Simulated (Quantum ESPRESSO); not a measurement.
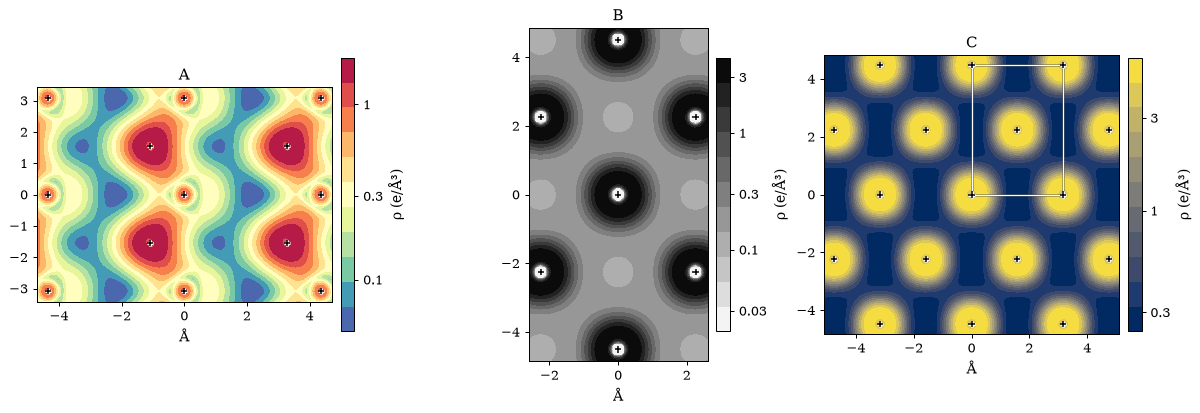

The valence pseudo-density of 3 systems, each on a plane through atoms (crosses mark nuclei in the plane).

Computed with Kohn-Sham DFT of a periodic cell, PBE, SSSP 1.3 efficiency PBE (Quantum ESPRESSO 7.5).

System 1: Zr, the (001) plane of the conventional cell. Space group Fm-3m.

```cif
data_structure
_symmetry_space_group_name_H-M 'P 1'
_symmetry_Int_Tables_number 1
_cell_length_a 4.5100
_cell_length_b 4.5100
_cell_length_c 4.5100
_cell_angle_alpha 90.000
_cell_angle_beta 90.000
_cell_angle_gamma 90.000
_cell_volume 91.73
loop_
_atom_site_label
_atom_site_type_symbol
_atom_site_fract_x
_atom_site_fract_y
_atom_site_fract_z
_atom_site_occupancy
Zr1 Zr 0.00000 0.00000 0.00000 1
Zr2 Zr 0.50000 0.50000 0.00000 1
Zr3 Zr 0.50000 0.00000 0.50000 1
Zr4 Zr 0.00000 0.50000 0.50000 1
```

System 2: SiC, the (011) plane of the conventional cell. Space group F-43m; computed pressure about 3 GPa in this cell.

System 3: Mo, the (011̄) plane of the conventional cell. Space group Im-3m; a structure from a database of computed crystals, not necessarily the ambient phase; computed pressure about −2 GPa in this cell.

```yaml
crystal:
  lattice:
    - [3.16762, 0.00000, 0.00000]
    - [0.00000, 3.16762, 0.00000]
    - [0.00000, 0.00000, 3.16762]
  atoms:
    - { symbol: Mo, position: [0.00000, 0.00000, 0.00000] }
    - { symbol: Mo, position: [0.50000, 0.50000, 0.50000] }
```

**Which map belongs to which system?**

Panel A is system 2, SiC: the plane holds Si and C. Si–C (1.89 Å): the density is about 0.89 e/Å³ at the midpoint. Panel B is system 1, Zr: the plane holds Zr. Zr–Zr (3.19 Å): ρ at the midpoint is about 0.17 e/Å³. Panel C is system 3, Mo: the plane holds Mo. Mo–Mo (2.74 Å): the density is about 0.37 e/Å³ at the midpoint.
